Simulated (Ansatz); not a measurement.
Geometry relaxation of WSi6 (part 3 of 3)

The same run, continued: WSi6 (slab, 7 atoms in the cell); DFT PBEsol, scalar-relativistic, plane waves, PAW, spin-polarised (Ansatz 0.2.0); cutoff 420 eV, 8×8×1 k-mesh, Gaussian smearing of 0.05 eV, collinear spins. The structure derives from an entry of the Crystallography Open Database. The input holds or restrains some coordinates. Forces given for the steps count only the free coordinates. It belongs to a series of runs on one base structure; here: W over the place (0/6, 2/6) of the surface cell, its height relaxed.

### Output, continued
```
  k-point 2 ↑: bands = ["-74.5331", "-39.0068", "-38.9221", "-38.8911", "-11.2815", "-10.1620", "-8.4292", "-7.1330", "-5.4730", "-4.5892", "-3.8775", "-3.1984", "-2.3174", "-2.2068", "-2.0348", "-1.4007", "-1.3907", "-0.8551", "-0.6989", "-0.4053", "-0.2669", "1.0795", "1.5676", "2.0474", "2.3319", "2.4264", "2.8566", "3.3780"]
  k-point 24 ↓: bands = ["-73.4659", "-37.6747", "-37.4575", "-37.3679", "-8.1451", "-7.9536", "-7.8355", "-7.6499", "-7.5319", "-6.6508", "-3.9671", "-3.6391", "-3.5546", "-3.2977", "-2.6146", "-2.0026", "-0.8452", "-0.7973", "0.2505", "0.6624", "0.9222", "1.3462", "2.1639", "2.2986", "2.3515", "2.4907", "2.7972", "3.4694"]
--- Relaxed structure (7 steps of the walk, 7 accepted, 0 SCFs on fresh bases) ---
  F+E_penalty+E_count = -13976.14352005 eV   max|allowed force component| = 3.905e-3 eV/Å
  atoms:
    - { symbol: Si, position: [0.0, 0.5, 0.32956900840000003] }
    - { symbol: Si, position: [0.0, 0.0, 0.3822322752000001] }
    - { symbol: Si, position: [0.5, 0.0, 0.4348955421] }
    - { symbol: Si, position: [0.5, 0.5, 0.4872505114] }
    - { symbol: Si, position: [0.0, 0.5, 0.5400001596] }
    - { symbol: Si, position: [0.0, 0.0, 0.5916358883] }
    - { symbol: W, position: [0.0, 0.3333333333, 0.6653760710936983] }
--- Löwdin populations: 7 sites ---
  site symbol       q [e]    m [muB]
     0     Si      3.9669    -0.0459
     1     Si      3.9772     0.0089
     2     Si      3.9381    -0.0026
     3     Si      3.9440     0.0210
     4     Si      3.9561     0.1168
     5     Si      4.0814    -0.1255
     6      W     13.7611     3.3899
  spilling = 0.009873 (of n_electrons = 38.000000)
```

### File populations.tsv
```
# site	symbol	l	j	q_up	q_dn
# orbitals = lowdin
# n_electrons = 38.000000
# spilling = 0.009873
0	Si	0_3S	-	0.783443	0.786706
0	Si	1_3P	-	1.177075	1.219678
1	Si	0_3S	-	0.597427	0.597680
1	Si	1_3P	-	1.395646	1.386489
2	Si	0_3S	-	0.604462	0.603122
2	Si	1_3P	-	1.363282	1.367192
3	Si	0_3S	-	0.606248	0.606378
3	Si	1_3P	-	1.376260	1.355143
4	Si	0_3S	-	0.614669	0.589339
4	Si	1_3P	-	1.421785	1.330337
5	Si	0_3S	-	0.647601	0.653039
5	Si	1_3P	-	1.330324	1.450413
6	W	0_5S	-	0.989745	0.989796
6	W	0_6S	-	0.635568	0.366257
6	W	1_5P	-	2.990575	2.990783
6	W	2_5D	-	3.959592	0.838772
```

### Trajectory as extended XYZ (Å, eV, eV/Å), 7 frames, from step=1 to step=7
```
7
Lattice="3.8417 0.0000 0.0000 0.0000 3.8417 0.0000 0.0000 0.0000 25.7913" Properties=species:S:1:pos:R:3:forces:R:3 step=1 energy=-13975.41670
Si    0.0000    1.9209    8.5000    0.0000   0.0057   0.0664
Si    0.0000    0.0000    9.8583    0.0000   0.0009  -0.0282
Si    1.9209    0.0000   11.2165    0.0000  -0.0052  -0.0441
Si    1.9209    1.9209   12.5668    0.0000   0.0831  -0.1335
Si    0.0000    1.9209   13.9273    0.0000  -0.0460   0.2788
Si    0.0000    0.0000   15.2590    0.0000   0.5299   1.9368
W     0.0000    1.2806   17.6790    0.0000  -0.5685  -2.0764
7
Lattice="3.8417 0.0000 0.0000 0.0000 3.8417 0.0000 0.0000 0.0000 25.7913" Properties=species:S:1:pos:R:3:forces:R:3 step=2 energy=-13975.80028
Si    0.0000    1.9209    8.5000    0.0000   0.0073   0.0478
Si    0.0000    0.0000    9.8583    0.0000   0.0010  -0.0082
Si    1.9209    0.0000   11.2165    0.0000  -0.0083  -0.0475
Si    1.9209    1.9209   12.5668    0.0000   0.0872  -0.1188
Si    0.0000    1.9209   13.9273    0.0000  -0.0123   0.2075
Si    0.0000    0.0000   15.2590    0.0000   0.2938   1.7127
W     0.0000    1.2806   17.4840    0.0000  -0.3674  -1.7919
7
Lattice="3.8417 0.0000 0.0000 0.0000 3.8417 0.0000 0.0000 0.0000 25.7913" Properties=species:S:1:pos:R:3:forces:R:3 step=3 energy=-13976.07919
Si    0.0000    1.9209    8.5000    0.0000   0.0134   0.0383
Si    0.0000    0.0000    9.8583    0.0000  -0.0113   0.0037
Si    1.9209    0.0000   11.2165    0.0000   0.0016  -0.0524
Si    1.9209    1.9209   12.5668    0.0000   0.0768  -0.0966
Si    0.0000    1.9209   13.9273    0.0000   0.0376   0.1310
Si    0.0000    0.0000   15.2590    0.0000  -0.3454   0.9278
W     0.0000    1.2806   17.2890    0.0000   0.2267  -0.9531
7
Lattice="3.8417 0.0000 0.0000 0.0000 3.8417 0.0000 0.0000 0.0000 25.7913" Properties=species:S:1:pos:R:3:forces:R:3 step=4 energy=-13976.12464
Si    0.0000    1.9209    8.5000    0.0000   0.0209   0.0474
Si    0.0000    0.0000    9.8583    0.0000  -0.0310  -0.0048
Si    1.9209    0.0000   11.2165    0.0000   0.0235  -0.0592
Si    1.9209    1.9209   12.5668    0.0000   0.0510  -0.0502
Si    0.0000    1.9209   13.9273    0.0000   0.1009   0.0512
Si    0.0000    0.0000   15.2590    0.0000  -1.6385  -0.5620
W     0.0000    1.2806   17.0940    0.0000   1.4733   0.5779
7
Lattice="3.8417 0.0000 0.0000 0.0000 3.8417 0.0000 0.0000 0.0000 25.7913" Properties=species:S:1:pos:R:3:forces:R:3 step=5 energy=-13976.14342
Si    0.0000    1.9209    8.5000    0.0000   0.0197   0.0421
Si    0.0000    0.0000    9.8583    0.0000  -0.0244   0.0016
Si    1.9209    0.0000   11.2165    0.0000   0.0142  -0.0584
Si    1.9209    1.9209   12.5668    0.0000   0.0634  -0.0673
Si    0.0000    1.9209   13.9273    0.0000   0.0776   0.0729
Si    0.0000    0.0000   15.2590    0.0000  -1.1471  -0.0278
W     0.0000    1.2806   17.1556    0.0000   0.9966   0.0376
7
Lattice="3.8417 0.0000 0.0000 0.0000 3.8417 0.0000 0.0000 0.0000 25.7913" Properties=species:S:1:pos:R:3:forces:R:3 step=6 energy=-13976.14343
Si    0.0000    1.9209    8.5000    0.0000   0.0198   0.0419
Si    0.0000    0.0000    9.8583    0.0000  -0.0246   0.0017
Si    1.9209    0.0000   11.2165    0.0000   0.0141  -0.0584
Si    1.9209    1.9209   12.5668    0.0000   0.0635  -0.0671
Si    0.0000    1.9209   13.9273    0.0000   0.0779   0.0731
Si    0.0000    0.0000   15.2590    0.0000  -1.1491  -0.0313
W     0.0000    1.2806   17.1556    0.0000   0.9984   0.0401
7
Lattice="3.8417 0.0000 0.0000 0.0000 3.8417 0.0000 0.0000 0.0000 25.7913" Properties=species:S:1:pos:R:3:forces:R:3 step=7 energy=-13976.14352
Si    0.0000    1.9209    8.5000    0.0000   0.0196   0.0417
Si    0.0000    0.0000    9.8583    0.0000  -0.0241   0.0019
Si    1.9209    0.0000   11.2165    0.0000   0.0136  -0.0584
Si    1.9209    1.9209   12.5668    0.0000   0.0641  -0.0679
Si    0.0000    1.9209   13.9273    0.0000   0.0760   0.0754
Si    0.0000    0.0000   15.2590    0.0000  -1.1104   0.0113
W     0.0000    1.2806   17.1609    0.0000   0.9611  -0.0039
```

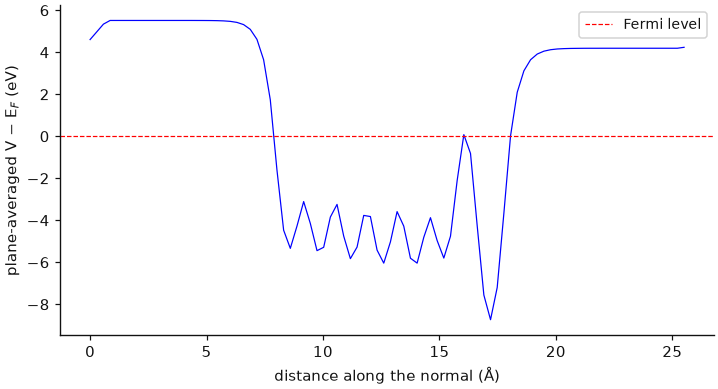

Figure 1. Plane average of the electrostatic potential energy of an electron across the cell, from the Fermi level. The vacuum level lies 4.19 eV above the Fermi level on the upper side and 5.51 eV on the lower.

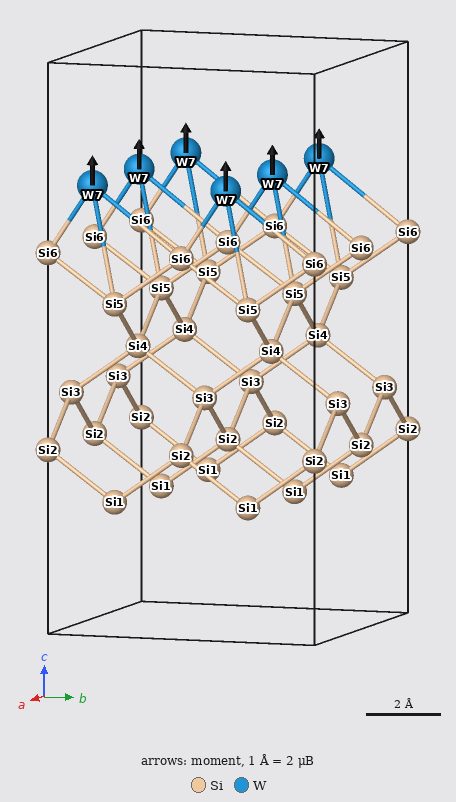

Figure 2. Magnetic moments of the sites as black arrows (ball-and-stick view of the 2 × 2 repeat of the cell, with the vacuum cut short, seen slightly off an axis; atoms are numbered from 1 in the order of the input); small moments hardly show. The run is collinear, so the axis drawn is arbitrary. Site moments: W7 (1.66 μB). They are counted near the atoms and needn't add up to the moment of the cell.

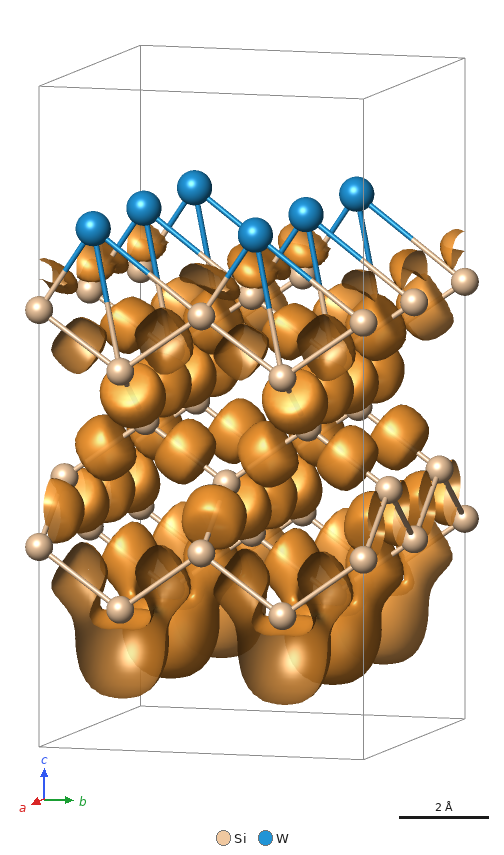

Figure 3. Isosurface of the electron localisation function at 0.75 (orange), seen slightly off an axis. Core shells and regions of very low density are left out. Sticks mark near contacts. Values along the shortest contacts: Si–W (2.29 Å): the ELF is about 0.55 at the midpoint. In a PAW calculation such maps are meaningful between the atoms, not at the nuclei.

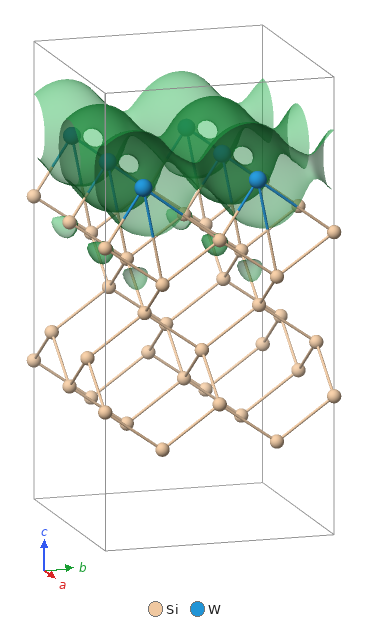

Figure 4. Isosurface of the spin density (up minus down) at +0.03 e/Å³ (green), seen slightly off an axis. Sticks mark near contacts. The spin density sits on W: +1.7 μB in one cell of 7 atoms: a single local moment. The cell of the calculation (7 atoms) carries 3.4 μB net.

The run was set up as follows.

### The input
```yaml
crystal:
  lattice:
    - [3.8417168285, 0.0, 0.0]
    - [0.0, 3.8417168285, 0.0]
    - [0.0, 0.0, 25.7912600521]
  atoms:
    - { symbol: Si, position: [0.0, 0.5, 0.3295690084] }
    - { symbol: Si, position: [0.0, 0.0, 0.3822322752] }
    - { symbol: Si, position: [0.5, 0.0, 0.4348955421] }
    - { symbol: Si, position: [0.5, 0.5, 0.4872505114] }
    - { symbol: Si, position: [0.0, 0.5, 0.5400001596] }
    - { symbol: Si, position: [0.0, 0.0, 0.5916358883] }
    - { symbol: W, position: [0.0, 0.3333333333, 0.6854661236], spin: 4.0 }
basis:
  ecutwfc: 420
kpoints:
  mp_grid: { grid: [8, 8, 1] }
hamiltonian:
  xc: pbesol
scf:
  occupations: { method: gaussian, width: 0.05 }
output:
  forces: true
  eigenvalues: true
  populations: true
  write_density: true
  write_potential: true
  elf: true
  volumetric_format: npy
magnetization:
  spin_polarized: true
relax:
  adjacent_minimum: "off"
  f_tol: 0.02
  max_steps: 25
  constraints: [{ sites: [0, 1, 2, 3, 4, 5] }, { site: 6, fix: xy }]
efield:
  axis: 3
  dipole_correction: true
  ramp_width: 0.04
```

Run as:
```bash
ansatz run input.yaml --threads 1 --pin off --max-ram 2560MiB --backend cpu --events-out ev --progress --plain --runs-dir out
```

### Summary

| quantity | value |
| --- | --- |
| outcome | converged under the restraints of the input |
| electrons treated | 38 |
| free energy | −13976.1435 eV |
| work function, top face | 4.19 eV |
| work function, bottom face | 5.51 eV |
| Fermi energy | −0.180 eV |
| gap on the k-point mesh | none (metallic) |
| net moment of the cell | 3.44 μB |
| integrated absolute moment | 3.71 μB |
| final volume | 380.65 Å³ |
| work function (upper face) | 4.19 eV |
| largest force (length of the vector) at the end, held atoms and coordinates included | 1.110 eV/Å |
| hardware | 1 thread of Intel Xeon @ 2.50GHz (Skylake/Cascade Lake), 189 GiB of memory available, shared host |
| wall time | 17 min |
| peak memory | 0.84 GiB |

Warnings of the run: the exchange-correlation potential is rough where the density is thin. Spin–orbit coupling is left out, which matters for W.
